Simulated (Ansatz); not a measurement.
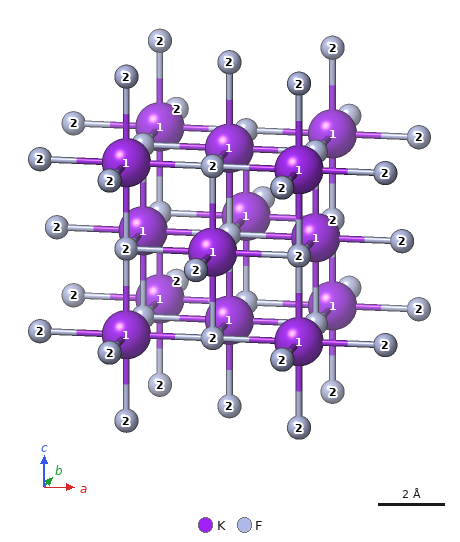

Reference structure: a symmetric starting cell of KF. Style: ball-and-stick. Shown: the conventional cell (4 times the calculation's cell), slightly off an axis. Lengths and directions refer to the drawn axes.

Theory: DFT PBE, scalar-relativistic, plane waves, PAW in Ansatz. Settings: plane-wave cutoff 420 eV; k-point mesh 8 × 8 × 8; occupations gaussian; smearing width 0.02 eV; no spin polarisation.

The variant: All lengths are scaled by +0.5 % (volume +1.5 %), the atoms keeping their fractional coordinates. No relaxation follows. The starting cell wasn't computed here and needn't be at equilibrium, so pressure and forces aren't due to the change alone.

**What is the effect?**

The pressure is 0.8 GPa (not all of it need come from the change, since the unchanged cell can be under pressure at this level too). All forces vanish by symmetry. Some distances before and after: F–K 2.674 → 2.687 Å. The space group stays Fm-3m (No. 225).
